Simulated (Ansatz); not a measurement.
System: RbBr, space group Pm-3m (No. 221).

Structure:
```
CELL_PARAMETERS angstrom
4.12608 0.00000 0.00000
0.00000 4.12608 0.00000
0.00000 0.00000 4.12608
ATOMIC_POSITIONS crystal
Rb 0.00000 0.00000 0.00000
Br 0.50000 0.50000 0.50000
```

Calculation (Ansatz 0.2.0): one atom of a crystal moved over a plane, all else fixed, by plane-wave density functional theory with PAW datasets, free energies less that of the undisturbed cell. Level: PBEsol, no spin polarisation.

wave cutoff 420 eV; k mesh 6×6×6; occupations Gaussian; smearing width 0.05 eV; k shift (0, 0, 0) (mesh steps); start as given; moved atom 1; direction 1 (0.7071, 0.7071, 0) (Cartesian unit vector); direction 2 (0, 0, 1) (Cartesian unit vector).

Describe the result: the map of the energy change over displacement d2 and displacement d1. The grid: displacement d2 −0.3, −0.15, 0, 0.15, 0.3 Å; displacement d1 −0.3, −0.15, 0, 0.15, 0.3 Å.

At the origin the energy is lower than all eight neighbouring grid points, so a minimum lies at or close to the given structure. The energy change is least, 0.0000 eV/cell, at displacement d2 of 0 Å and displacement d1 of 0 Å, and largest, 0.0743 eV/cell, at displacement d2 of −0.3 Å and displacement d1 of −0.3 Å (and at equivalent points).

Energy change (eV/cell); rows displacement d1 (Å), columns displacement d2 (Å):
```json
{"": "-0.3", "-0.3": "0.0743", "-0.15": "0.0428", "0": "0.0325", "0.15": "0.0428", "0.3": "0.0743"}
{"": "-0.15", "-0.3": "0.0403", "-0.15": "0.0156", "0": "0.0075", "0.15": "0.0156", "0.3": "0.0403"}
{"": "0", "-0.3": "0.0299", "-0.15": "0.0074", "0": "0.0000", "0.15": "0.0074", "0.3": "0.0299"}
{"": "0.15", "-0.3": "0.0403", "-0.15": "0.0156", "0": "0.0075", "0.15": "0.0156", "0.3": "0.0403"}
{"": "0.3", "-0.3": "0.0743", "-0.15": "0.0428", "0": "0.0325", "0.15": "0.0428", "0.3": "0.0743"}
```

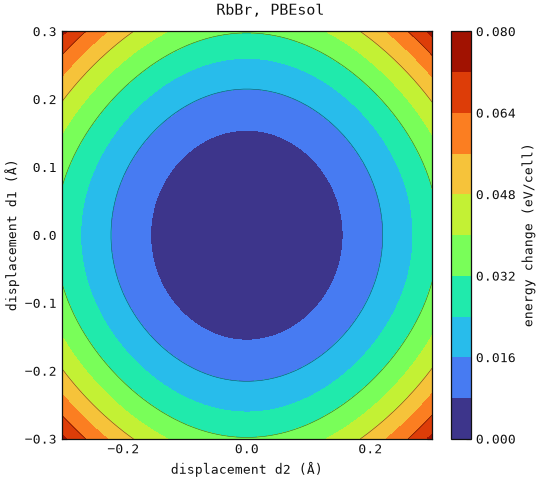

Keep in mind: reference crystal is not relaxed.
